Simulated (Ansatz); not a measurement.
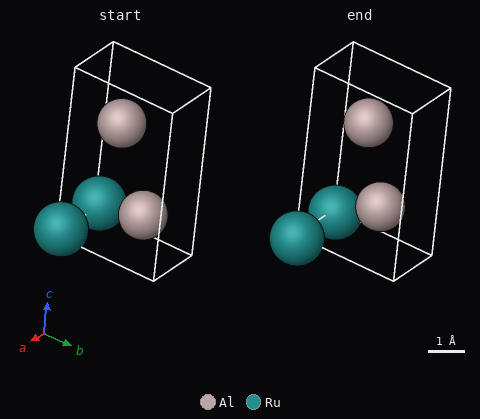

The structure of solid Al₂Ru (set up in P1) before (left) and after (right) a relaxation, at one scale.

Style: spheres-only. Shown: the cell of the calculation, reduced to other axes, slightly off an axis. Lengths and directions refer to the drawn axes.

Case: cure: more steps.

All numbers below come from DFT PBEsol, scalar-relativistic, plane waves, PAW in Ansatz.

Input file:
```yaml
crystal:
  lattice:
    - [-1.56042162, 1.56042162, 4.22180559]
    - [1.56042162, -1.56042162, 4.22180559]
    - [1.56042162, 1.56042162, -4.22180559]
  atoms:
    - { symbol: Al, position: [0.6642385212, 0.6812040265, 0.1034085016] }
    - { symbol: Al, position: [0.2802211979, 0.301525907, -0.0708641331] }
    - { symbol: Ru, position: [0.0518818074, 0.0412889164, 0.047278825] }
basis:
  ecutwfc: 420
kpoints:
  mp_grid: { grid: [10, 10, 10] }
hamiltonian:
  xc: pbesol
scf:
  occupations: { method: gaussian, width: 0.1 }
output:
  forces: true
  stress: true
  eigenvalues: true
relax:
  adjacent_minimum: "off"
  f_tol: 0.005
  max_steps: 100
  cell: { stress_tol: 0.05 }
```

Launched with:
```bash
ansatz run input.yaml --threads 1 --pin off --max-ram 2560MiB --backend cpu --events-out ev --progress --plain --runs-dir out
```

Question: Summarise the run.

Answer: Al1 moves most relative to the cell: 0.29 Å along [3 −1 3]. Largest moves by element: Al 0.29 Å, Ru 0.28 Å. The drawn cell changes as follows: a = b unchanged at 3.121 Å, c 4.764 → 4.754 Å (−0.2 %); the volume changes by −0.2 %. Some distances before and after: Al1–Ru3 3.397 → 2.871 Å, Al1–Al2 3.118 → 2.686 Å, Al2–Ru3 2.975 → 2.582 Å, Al1–Ru3 (another image) 2.242 → 2.582 Å. The space group (tolerance 0.01 Å) goes from P1 (No. 1) to I4/mmm (No. 139). The energy falls by 407 meV per atom in 5 accepted moves (6 points after the start). Largest force component: 3.3 eV/Å at the start, 0.005 eV/Å at the end. The pressure goes from 16.11 to 0.01 GPa. The SCF was repeated once at an unchanged geometry on a basis and grid sized afresh for the cell, which shifted the energy by less than 0.05 meV per atom at most.
